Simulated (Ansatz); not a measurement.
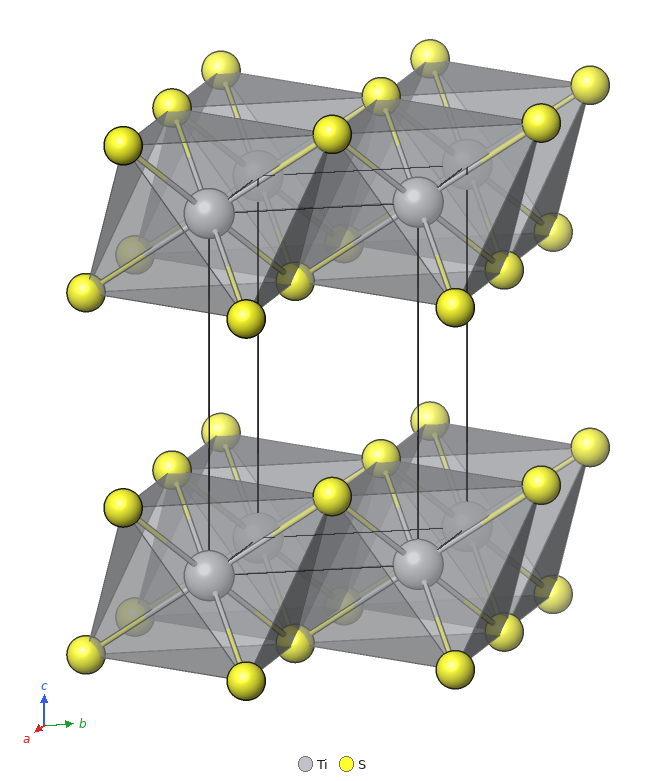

Polyhedral model, viewed slightly off an axis. One conventional unit cell is framed, with atoms on its boundary repeated. Some atoms of the next cells are drawn as well.

TiS₂, cadmium iodide (CdI₂, 1T) type, space group P-3m1 (No. 164), a = 3.508 Å, b = 3.508 Å, c = 5.903 Å, α = 90.00°, β = 90.00°, γ = 120.00°. It goes back to a structure type filled with these elements by a generator (whether the compound takes this form wasn't checked). The cell was then strained or its atoms displaced on purpose. A calculation with Ansatz used it as input.

This one geometry was computed with Ansatz (DFT, plane waves, PAW) at three levels of theory: PBE, HSE06 and r2SCAN.

> Which level gives the highest pressure at this volume, and what does that say about its equilibrium volume?

Highest: PBE (-1.9 GPa), which points to the largest equilibrium volume. Lowest, with the smallest volume: HSE06 (-3.6 GPa). Levels within 0.5 GPa of each other can't be told apart.

> How does the band gap change with the level of theory?

PBE: a gap of 0.25 eV, indirect; r2SCAN: a gap of 0.48 eV, indirect; HSE06: a gap of 1.01 eV, indirect.

> Collect the results in a table.

| level | cutoff (eV) | k-mesh of the run's cell | gap (eV) | pressure (GPa) |
| --- | --- | --- | --- | --- |
| PBE | 420 | 12×12×4 | 0.25 | -1.9 |
| HSE06 | 420 | 6×6×4 | 1.01 | -3.6 |
| r2SCAN | 500 | 12×12×4 | 0.48 | -2.8 |

Gaps are taken on the k-mesh or band path of each run.
